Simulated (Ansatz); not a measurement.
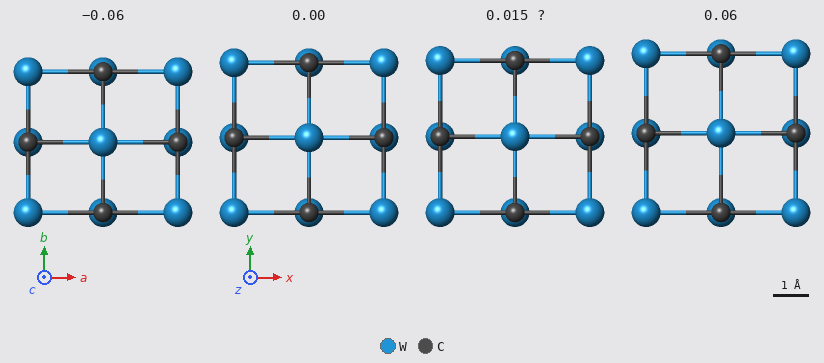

A scan of solid WC (Fm-3m): the cell is strained along y alone, with the atoms kept at their fractional coordinates. x, y and z are the Cartesian axes of the input. The picture is a ball-and-stick view of the conventional cell (4 times the calculation's cell), seen along the c axis. Lengths and directions refer to the drawn axes.

Method: DFT PBEsol, scalar-relativistic, plane waves, PAW in Ansatz 0.2.0. Set-up: plane-wave cutoff 420 eV; k-point mesh 24 × 24 × 24; occupations gaussian; smearing width 0.15 eV; no spin polarisation. Energies (free energies at the smearing named) are counted from the relaxed crystal.

| strain | ΔE (meV/atom) |
| --- | --- |
| −0.060 | 118.6 |
| −0.045 | 62.7 |
| −0.030 | 26.2 |
| 0.000 | 0.0 |
| 0.015 | ? |
| 0.030 | 20.5 |
| 0.045 | 43.3 |
| 0.060 | 72.3 |

Q: Fill in the missing row.

A: A straight line between the two neighbours gives 10.2 meV/atom. A cubic through the four nearest rows (−0.030, 0.000, 0.030, 0.045) gives, with Lagrange weights, (−0.0500)(26.2) + (0.5000)(0.0) + (0.7500)(20.5) + (−0.2000)(43.3) = 5.4 meV/atom. The calculation gives 5.4 meV/atom, so the cubic is right to the digits shown and the straight line 4.8 meV/atom too high, as the curve bends upwards here.

The whole profile:

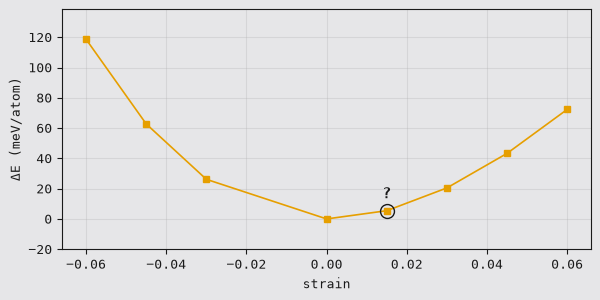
